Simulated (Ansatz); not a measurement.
Geometry relaxation of TiSi5 (part 1 of 2)

System: TiSi5 (P-6m2, 6 atoms in the cell).
Method: DFT PBE, scalar-relativistic, plane waves, PAW, no spin polarisation (Ansatz 0.2.0).

The structure derives from a Materials Project entry. It belongs to a series of runs on one base structure; here: 5 of 6 Ti sites taken by Si, cell and atoms relaxed.

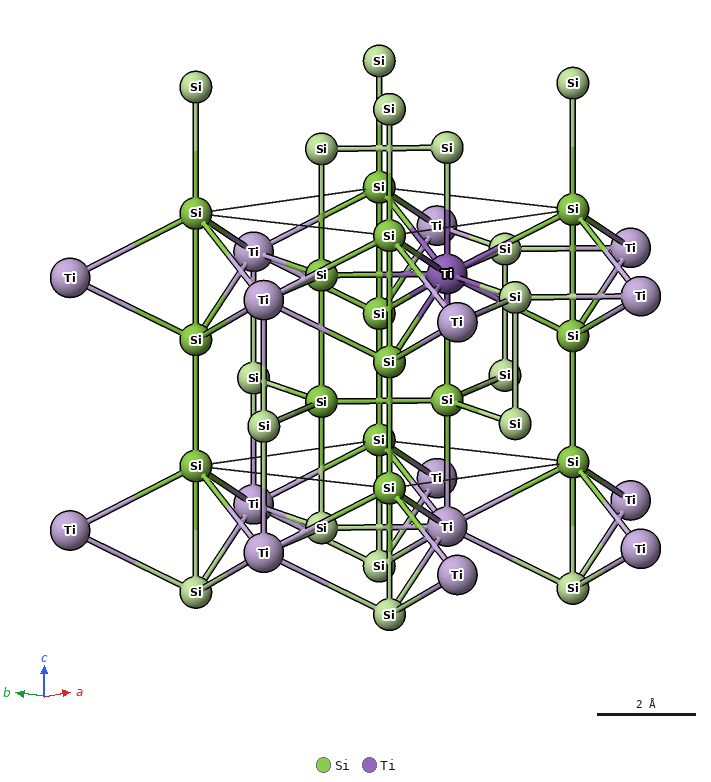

*The input geometry (ball-and-stick view of the cell of the calculation, set on other vectors, seen at an oblique angle; neighbours outside the cell are drawn fainter).*

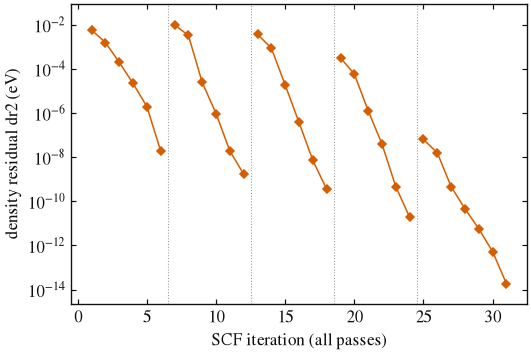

*Convergence of the self-consistent field: density residual dr2 against the SCF iteration. The dotted lines part the SCF passes of the relaxation: geometry steps, rejected trials and re-solves on a re-selected basis.*

The 5 passes take 6 to 7 iterations each, 31 in all.

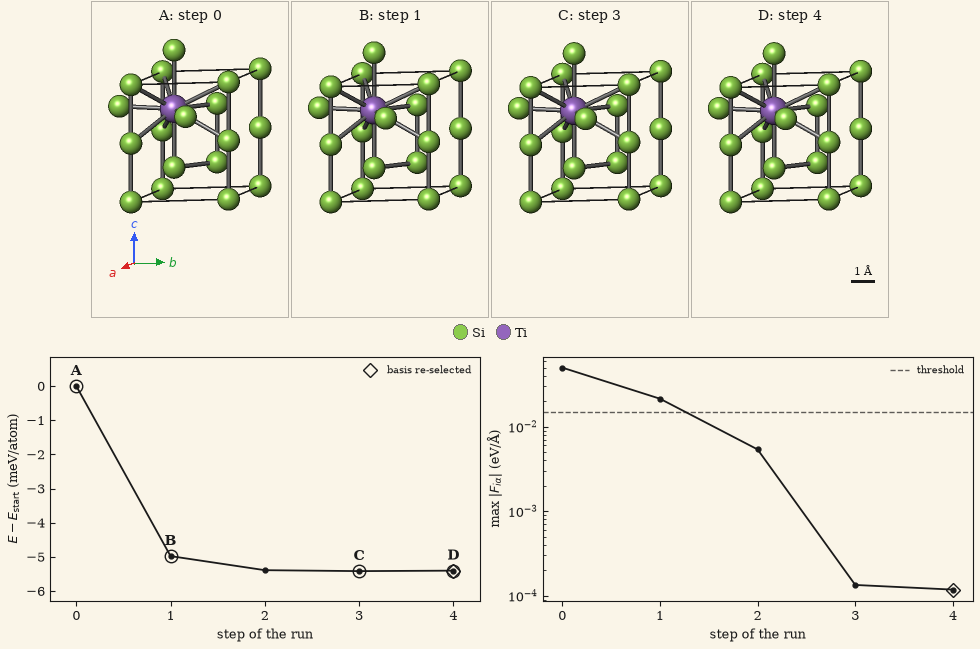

*Frames of the relaxation (ball-and-stick view of the cell of the calculation, set on other vectors, with bonded neighbours outside it, seen slightly off an axis) above the curves, on which the letters mark them (the first geometry is step 0 here and step 1 in the log).*

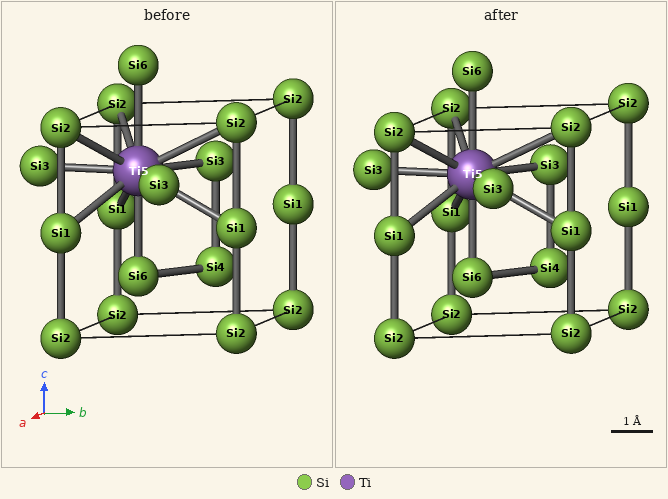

*Before (left) and after (right) the relaxation, at one scale (ball-and-stick view of the cell of the calculation, set on other vectors, with bonded neighbours outside it, seen slightly off an axis).*

The largest moves relative to the cell, 0.005 Å, are those of Si1 and Si2. Ti stays in place. Cell: a = b 4.452 → 4.481 Å (+0.7 %), c 5.292 → 5.172 Å (−2.3 %). Volume −1.0 %. Distances before and after: Si1–Si2 2.646 → 2.575 Å, Si3–Si4 2.646 → 2.586 Å, Ti5–Si6 2.646 → 2.586 Å, Si3–Ti5 2.570 → 2.587 Å. The space group stays P-6m2 (No. 187). After 3 geometry steps the energy has fallen by 5.4 meV per atom. Largest force component: 0.05 eV/Å at the start, 0.00012 eV/Å at the end. The pressure goes from −1.00 to 0.04 GPa. A last SCF at the same geometry on a re-selected plane-wave basis shifts the energy by +0.0 meV per atom. (Atoms are counted from 1 in the order of the input.)

The input and output of the run follow.

**Input**
```yaml
crystal:
  lattice:
    - [2.2259146306, -3.8553972336, 0.0]
    - [-4.4518292613, 0.0, 0.0]
    - [0.0, 0.0, -5.292254178]
  atoms:
    - { symbol: Si, position: [0.0, 1.0, 0.5] }
    - { symbol: Si, position: [0.0, 1.0, 0.0] }
    - { symbol: Si, position: [0.3333333333, 0.6666666667, 0.25] }
    - { symbol: Si, position: [0.3333333333, 0.6666666667, 0.75] }
    - { symbol: Ti, position: [0.6666666667, 0.3333333333, 0.25] }
    - { symbol: Si, position: [0.6666666667, 0.3333333333, 0.75] }
basis:
  ecutwfc: 420
kpoints:
  mp_grid: { grid: [12, 12, 8] }
hamiltonian:
  xc: pbe
scf:
  occupations: { method: gaussian, width: 0.1 }
output:
  forces: true
  stress: true
  eigenvalues: true
relax:
  adjacent_minimum: "off"
  f_tol: 0.015
  max_steps: 60
  cell: { stress_tol: 0.15 }
```

Launched with:
```bash
ansatz run input.yaml --threads 1 --pin off --max-ram 2560MiB --backend cpu --events-out ev --progress --plain --runs-dir out
```

**Log**
```
Engine: ansatz 0.2.0, x86_64-unknown-linux-gnu
Pseudopotentials: kind: paw
Pseudopotential: Si, paw, valence charge 4, recommended cutoff 420 eV (normal), Si.paw.azcp
Pseudopotential: Ti, paw, valence charge 12, recommended cutoff 420 eV (normal), Ti.paw.azcp
Functional definition: PBE
  parameter kappa = 0.804
  parameter beta = 0.06672455060314922
  exchange = pbe_x(kappa = kappa, mu = beta*pi^2/3)
  correlation = pbe_c(beta = beta)
Crystal: 6 atoms, lattice volume = 90.834 Å³
Basis set: ecut = 420 eV, 1811 PW (Γ), exchange–correlation on 60×60×72 points (8 copies of the dense FFT grid, shifted against one another)
Bands: 22, of which v1, the nominal top of the filled ones, is band 16 counted from 1 (15 counted from 0)
Symmetry: 12 space group operations
Space group: P-6m2 (ITA 187), of the structure as read, at distance tolerance 4.5e-5 Å
k-points: 95 of 1152 (time reversal used)
Non-local potential: Si, projectors of the file, l = 0: 2, l = 1: 2, l = 2: 2
Non-local potential: Ti, projectors of the file, l = 0: 3, l = 1: 2, l = 2: 3, l = 3: 1
PAW form: soft (Blöchl's): semilocal exchange-correlation on the pseudo side does not see the compensation charge
PAW one-centre angular grid: Si, 110 points (default); XC on 64 Gauss nodes
PAW one-centre angular grid: Ti, 590 points (default); XC on 64 Gauss nodes
Initial density: superposition of atomic densities (neutral atoms: chi_scale 0, normalization atom), corrected by the library's trained network
Initial wavefunctions: pseudopotential atomic-orbital guess
Functional: x = pbe(κ = 0.804, μ = 0.2195149727645171), c = pbe(β = 0.06672455060314922)
SCF iter   1: F=—  HF=-5676.931398 eV  |F-HF|=—  |Δ(HF+E_count)|=         —  Δρ=3.28e-3  dr2=5.82e-3  ethr=1.77e-3  ⟨swp⟩=5.9  Hψ=11193  notcnv=0
preconditioner: auto → Kerker (q_TF=auto, 2.293 Å⁻¹)  [metal: Δε(μ)=0.008 eV  Ē_g=6.478 eV  σ=0.100 eV  W_gap=0.04  n_scr=20 (ndim 8)  ℏωp=19.1 eV  f_vac=0.000  D(μ)=5.09/eV (n_scr^D=52)]
SCF iter   2: F=—  HF=-5676.932326 eV  |F-HF|=—  |Δ(HF+E_count)|=   9.29e-4  Δρ=1.85e-3  dr2=1.58e-3  ethr=1.82e-5  ⟨swp⟩=1.1  Hψ=2866  notcnv=0
SCF iter   3: F=—  HF=-5676.932784 eV  |F-HF|=—  |Δ(HF+E_count)|=   4.57e-4  Δρ=4.26e-4  dr2=2.01e-4  ethr=4.92e-6  ⟨swp⟩=2.5  Hψ=3131  notcnv=0
SCF iter   4: F=—  HF=-5676.932771 eV  |F-HF|=—  |Δ(HF+E_count)|=   1.24e-5  Δρ=1.15e-4  dr2=2.20e-5  ethr=6.29e-7  ⟨swp⟩=1.0  Hψ=2016  notcnv=0
SCF iter   5: F=—  HF=-5676.932822 eV  |F-HF|=—  |Δ(HF+E_count)|=   5.05e-5  Δρ=3.42e-5  dr2=1.96e-6  ethr=6.87e-8  ⟨swp⟩=1.2  Hψ=2035  notcnv=0
SCF iter   6: F=-5676.932821 eV  HF=-5676.932822 eV  |F-HF|=1.26e-8  |Δ(HF+E_count)|=   9.29e-8  Δρ=3.90e-6  dr2=1.88e-8  ethr=3.13e-10  ⟨swp⟩=5.4  Hψ=8515  notcnv=0
SCF 1 converged in 6 iterations: F = -5676.932821 eV  dr2 = 1.88e-8
  greatest PAW one-centre occupation: 0.999 electrons in one spin orbital (limit 2), on the Ti atom at site 4 (counted from 0), in its partial waves of l = 0
relax step   1: F+E_penalty+E_count = -5676.93282149 eV  Δ(F+E_penalty+E_count) = +0.000e0 eV  max|allowed force component| = 5.006e-2 eV/Å  Δτ_max = 0.0000 Å  P = -0.995 GPa  Ω = 90.834 Å³  (6 SCF iters, dr2 threshold 1.00e-7 eV, accepted)
Crystal: 6 atoms, lattice volume = 89.977 Å³
Basis set: ecut = 420 eV, 1763 PW (Γ), exchange–correlation on 60×60×72 points (8 copies of the dense FFT grid, shifted against one another)
Initial density: handed on by an earlier stage of this run
Initial wavefunctions: those handed on with the density
iter 1 solved again at ethr=2.86e-5 eV; its pass at ethr=3.10e-3 eV (dr2=9.14e-3 eV) is discarded
SCF iter   1: F=—  HF=-5676.965911 eV  |F-HF|=—  |Δ(HF+E_count)|=         —  Δρ=3.01e-3  dr2=9.93e-3  ethr=2.86e-5  ⟨swp⟩=1.0  Hψ=12663  notcnv=0
preconditioner: auto → Kerker (q_TF=auto, 2.296 Å⁻¹)  [metal: Δε(μ)=0.012 eV  Ē_g=6.525 eV  σ=0.100 eV  W_gap=0.07  n_scr=20 (ndim 8)  ℏωp=19.2 eV  f_vac=0.000  D(μ)=5.28/eV (n_scr^D=58)]
SCF iter   2: F=—  HF=-5676.963680 eV  |F-HF|=—  |Δ(HF+E_count)|=   2.23e-3  Δρ=1.67e-3  dr2=3.35e-3  ethr=2.86e-5  ⟨swp⟩=1.0  Hψ=2090  notcnv=0
SCF iter   3: F=—  HF=-5676.962674 eV  |F-HF|=—  |Δ(HF+E_count)|=   1.01e-3  Δρ=1.56e-4  dr2=2.45e-5  ethr=1.05e-5  ⟨swp⟩=2.4  Hψ=3174  notcnv=0
SCF iter   4: F=—  HF=-5676.962676 eV  |F-HF|=—  |Δ(HF+E_count)|=   1.83e-6  Δρ=4.36e-5  dr2=9.57e-7  ethr=7.67e-8  ⟨swp⟩=2.4  Hψ=3506  notcnv=0
iter 5 did not close the SCF: its close was put off for the readings that it lacked (scf_convergence_deferred on its scf_iter line)
SCF iter   5: F=-5676.962676 eV  HF=-5676.962676 eV  |F-HF|=3.09e-10  |Δ(HF+E_count)|=   2.90e-7  Δρ=5.61e-6  dr2=1.89e-8  ethr=2.99e-9  ⟨swp⟩=2.1  Hψ=3272  notcnv=0
SCF iter   6: F=-5676.962676 eV  HF=-5676.962676 eV  |F-HF|=1.29e-9  |Δ(HF+E_count)|=   1.82e-9  Δρ=1.22e-6  dr2=1.71e-9  ethr=5.92e-11  ⟨swp⟩=2.0  Hψ=6493  notcnv=0
SCF 2 converged in 6 iterations: F = -5676.962676 eV  dr2 = 1.71e-9
relax step   2: F+E_penalty+E_count = -5676.96267626 eV  Δ(F+E_penalty+E_count) = -2.985e-2 eV  max|allowed force component| = 2.145e-2 eV/Å  Δτ_max = 0.0035 Å  P = -0.056 GPa  Ω = 89.977 Å³  energy of the carried Pulay correction = +1.401e-4 eV  (6 SCF iters, dr2 threshold 6.00e-7 eV, accepted)
Crystal: 6 atoms, lattice volume = 90.084 Å³
iter 1 solved again at ethr=1.10e-5 eV; its pass at ethr=3.10e-3 eV (dr2=3.53e-3 eV) is discarded
SCF iter   1: F=—  HF=-5676.966113 eV  |F-HF|=—  |Δ(HF+E_count)|=         —  Δρ=1.70e-3  dr2=3.71e-3  ethr=1.10e-5  ⟨swp⟩=2.2  Hψ=11725  notcnv=0
preconditioner: auto → Kerker (q_TF=auto, 2.296 Å⁻¹)  [metal: Δε(μ)=0.007 eV  Ē_g=6.529 eV  σ=0.100 eV  W_gap=0.04  n_scr=20 (ndim 8)  ℏωp=19.2 eV  f_vac=0.000  D(μ)=5.51/eV (n_scr^D=58)]
SCF iter   2: F=—  HF=-5676.965407 eV  |F-HF|=—  |Δ(HF+E_count)|=   7.06e-4  Δρ=8.50e-4  dr2=8.76e-4  ethr=1.10e-5  ⟨swp⟩=1.0  Hψ=2090  notcnv=0
SCF iter   3: F=—  HF=-5676.965150 eV  |F-HF|=—  |Δ(HF+E_count)|=   2.57e-4  Δρ=1.33e-4  dr2=1.88e-5  ethr=2.74e-6  ⟨swp⟩=2.0  Hψ=3192  notcnv=0
SCF iter   4: F=—  HF=-5676.965146 eV  |F-HF|=—  |Δ(HF+E_count)|=   4.04e-6  Δρ=2.17e-5  dr2=3.76e-7  ethr=5.86e-8  ⟨swp⟩=2.5  Hψ=3310  notcnv=0
iter 5 did not close the SCF: its close was put off for the readings that it lacked (scf_convergence_deferred on its scf_iter line)
SCF iter   5: F=-5676.965146 eV  HF=-5676.965146 eV  |F-HF|=2.46e-9  |Δ(HF+E_count)|=   3.70e-8  Δρ=3.23e-6  dr2=7.18e-9  ethr=1.18e-9  ⟨swp⟩=1.7  Hψ=2657  notcnv=0
SCF iter   6: F=-5676.965146 eV  HF=-5676.965146 eV  |F-HF|=2.06e-10  |Δ(HF+E_count)|=  2.29e-10  Δρ=6.49e-7  dr2=3.51e-10  ethr=2.24e-11  ⟨swp⟩=1.5  Hψ=6179  notcnv=0
the search or the solves at the SCF's close seem to have found levels that the self-consistency loop had missed (the run counts 1). By its estimate they hold under 1e-12 electrons; where the run keeps them, the occupations were computed again with them
SCF 3 converged in 6 iterations: F = -5676.965146 eV  dr2 = 3.51e-10
relax step   3: F+E_penalty+E_count = -5676.96514592 eV  Δ(F+E_penalty+E_count) = -2.470e-3 eV  max|allowed force component| = 5.383e-3 eV/Å  Δτ_max = 0.0025 Å  P = -0.100 GPa  Ω = 90.084 Å³  energy of the carried Pulay correction = +1.225e-4 eV  (6 SCF iters, dr2 threshold 6.00e-7 eV, accepted)
Crystal: 6 atoms, lattice volume = 89.941 Å³
iter 1 solved again at ethr=9.65e-7 eV; its pass at ethr=3.10e-3 eV (dr2=3.09e-4 eV) is discarded
```
